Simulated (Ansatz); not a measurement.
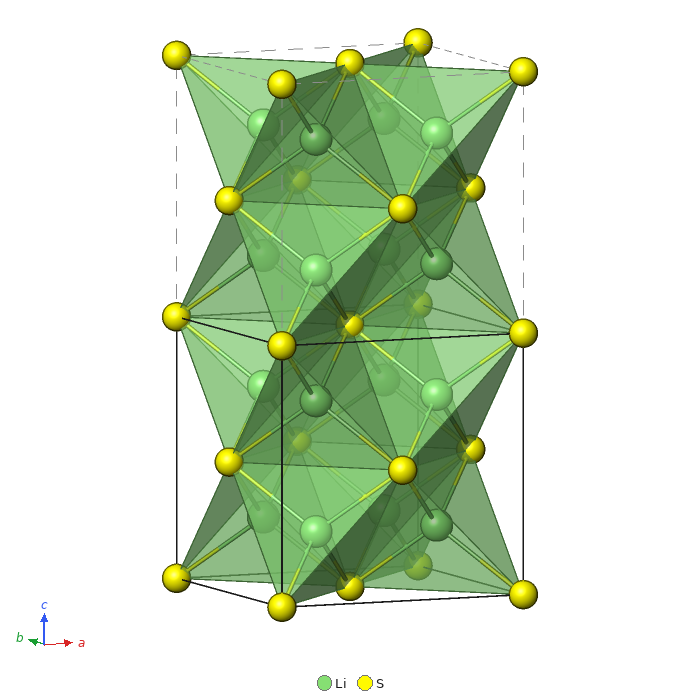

Polyhedra are drawn about Li (bonds: Li–S below 2.8 Å); other atoms are plain spheres.

Li2S (space group Fm-3m, No. 225): a calculation's input that goes back to an entry of the Crystallography Open Database (an earlier step may have relaxed or displaced it).

> What figure surrounds each Li atom, and what does it share with the other drawn polyhedra?

Li: LiS4 tetrahedron, sharing edges with six neighbours and corners with 16 neighbours.

> What is the connectivity of the polyhedra: isolated, groups, chains, layers or framework?

They form a three-dimensional framework of corner- and edge-sharing tetrahedra.

> How far apart are the centres of linked polyhedra?

Centre to centre across a shared edge: 2.85 Å; across a shared corner: 4.02 to 4.93 Å.
